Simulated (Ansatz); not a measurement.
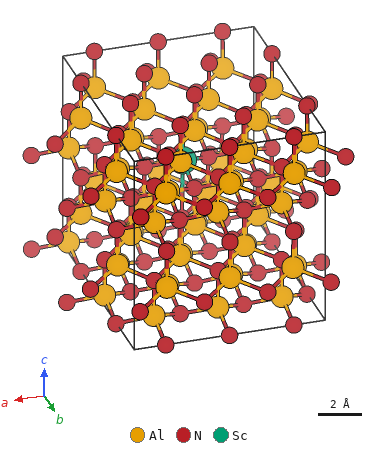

This is the input geometry for a relaxation of a defect cell of composition Al₄₇N₄₈Sc (cell charge −1). A ball-and-stick model of the cell of the calculation (origin shifted), seen from a free direction.

Computed with DFT, PBEsol, PAW, plane waves (Ansatz 0.2.0).

(plane-wave cutoff 420 eV; k-point mesh 1 × 1 × 1; mesh shifted by (0.25, 0.25, 0.25); collinear spin; atoms relaxed in a fixed cell; force threshold 0.03 eV/Å; at most 80 steps)

```xyz
96
Lattice="9.3414 0.0000 0.0000 0.0000 10.7866 0.0000 0.0000 0.0000 9.9671" Properties=species:S:1:pos:R:3 pbc="T T T"
Al    1.5826    0.8553    2.4491
Al    1.5219    0.8714    7.4283
Al    0.0185    3.6276    2.4755
Al    0.0060    3.5972    7.5066
Al    4.6589    0.8783    2.4499
Al    4.6843    0.9150    7.4545
Al    3.1536    3.5833    2.5060
Al    3.1049    3.5964    7.4464
Al    1.5788    6.2775    2.4484
Al    1.5765    6.2527    7.4677
Al    9.2963    8.9840    2.4956
Al    0.0075    8.9777    7.4544
Al    7.7672    0.9106    2.4613
Al    7.8012    0.9026    7.4595
Al    6.2427    3.5783    2.4731
Al    6.2418    3.6025    7.4568
Al    4.6349    6.2956    2.4871
Al    4.6632    6.3096    7.4687
Al    3.0974    9.0097    2.5013
Al    3.1287    8.9920    7.4149
Al    7.7785    6.2876    2.4582
Al    7.7966    6.2890    7.4658
Al    6.2404    8.9600    2.4815
Al    6.2044    8.9917    7.4561
Al    0.0096    1.7685    4.9725
Al    0.0112    1.7496    9.9396
Al    3.1064    1.8122    4.9787
Al    3.1213    1.8052    9.9520
Al    1.5271    4.4866    4.9829
Al    1.5854    4.5183    9.9478
Al    9.3147    7.1788    4.9629
Al    0.0059    7.1793    9.9433
Al    6.2200    1.7876    4.9679
Al    6.2459    1.7772    0.0053
Al    4.7131    4.4865    9.9588
Al    3.0974    7.1811    4.9567
Al    3.1138    7.1403    9.9640
Al    1.5690    9.8847    4.9645
Al    1.5493    9.9005    9.9620
Al    7.7870    4.4552    5.0069
Al    7.8017    4.4915    9.9480
Al    6.2203    7.2076    4.9661
Al    6.2406    7.1551    9.9519
Al    4.6894    9.8951    5.0046
Al    4.6862    9.9003    9.9300
Al    7.7798    9.9008    4.9656
Al    7.8079    9.8764    0.0326
N     0.0174    1.8003    1.8968
N     9.3174    1.7678    6.8864
N     3.1269    1.8391    1.9073
N     3.1065    1.7669    6.8840
N     1.5540    4.4930    1.9209
N     1.5566    4.4902    6.8408
N     9.3413    7.1968    1.8608
N     0.0036    7.1554    6.8736
N     6.2118    1.8090    1.8839
N     6.2219    1.8015    6.9066
N     4.6986    4.4894    1.9024
N     4.6555    4.5145    6.8584
N     3.0976    7.1824    1.8891
N     3.1099    7.1937    6.8522
N     1.5646    9.8686    1.9459
N     1.5466    9.8856    6.8733
N     7.7717    4.4908    1.8682
N     7.7836    4.4546    6.8625
N     6.2487    7.2036    1.9022
N     6.2158    7.2171    6.8916
N     4.6645    9.8809    1.8885
N     4.6609    9.9130    6.8648
N     7.7957    9.8940    1.8964
N     7.7750    9.8907    6.8823
N     1.5585    0.9034    4.3855
N     1.5412    0.8782    9.3758
N     0.0083    3.6071    4.3456
N     0.0092    3.6166    9.3536
N     4.6835    0.9264    4.3567
N     4.7012    0.9256    9.3782
N     3.1148    3.6055    4.4063
N     3.0680    3.5957    9.3573
N     1.5519    6.2670    4.3617
N     1.5741    6.3146    9.3716
N     0.0120    8.9787    4.3734
N     0.0361    8.9836    9.3712
N     7.7833    0.9239    4.3871
N     7.8070    0.8746    9.3671
N     6.2445    3.5963    4.3960
N     6.2606    3.6421    9.3624
N     4.6784    6.2727    4.3935
N     4.6707    6.3101    9.3537
N     3.1269    9.0164    4.3931
N     3.1340    8.9548    9.3316
N     7.7809    6.3051    4.4023
N     7.7949    6.2944    9.4087
N     6.2658    8.9490    4.3472
N     6.2278    8.9675    9.3659
Sc    4.6576    4.5084    4.9564
```

Q: What does the optimiser find from here?

A: The largest move is that of N88, 0.25 Å roughly along [0 2 −1]. By element the largest moves are N 0.25 Å, Al 0.11 Å, Sc 0.10 Å. The lattice vectors keep their values. Some distances before and after: N59–Sc96 1.902 → 2.120 Å, N86–Sc96 1.914 → 2.119 Å, N88–Sc96 1.852 → 2.048 Å, N78–Sc96 1.870 → 2.046 Å. Bond angles that change, for instance: Al29–N78–Sc96 112.0° → 97.9°, Al36–N88–Sc96 110.8° → 98.5°, N88–Al36–N90 110.8° → 102.0°. The energy falls by 2.467 eV per cell of the calculation in 9 geometry steps. Largest force component: 4.7 eV/Å at the start, 0.013 eV/Å at the end. Cost: 5 min on 7 threads of Arm Neoverse-V2, peak memory 3.3 GiB.

Step by step:

| step | E − E(0), meV/atom | largest force component, eV/Å |
| --- | --- | --- |
| 0 | 0.00 | 4.6651 |
| 1 | -17.30 | 1.7307 |
| 2 | -19.40 | 1.9445 |
| 3 | -24.38 | 0.3807 |
| 4 | -24.44 | 1.2512 |
| 5 | -25.13 | 0.3671 |
| 6 | -25.54 | 0.1776 |
| 7 | -25.65 | 0.1790 |
| 8 | -25.69 | 0.0337 |
| 9 | -25.70 | 0.0130 |

The end point in the same view:

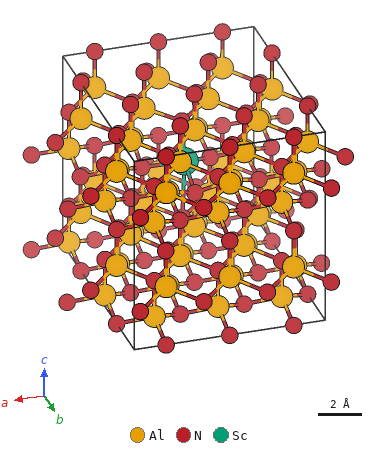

Limits of the set-up: the cell is charged, on a uniform background, and energies carry no finite-size correction.
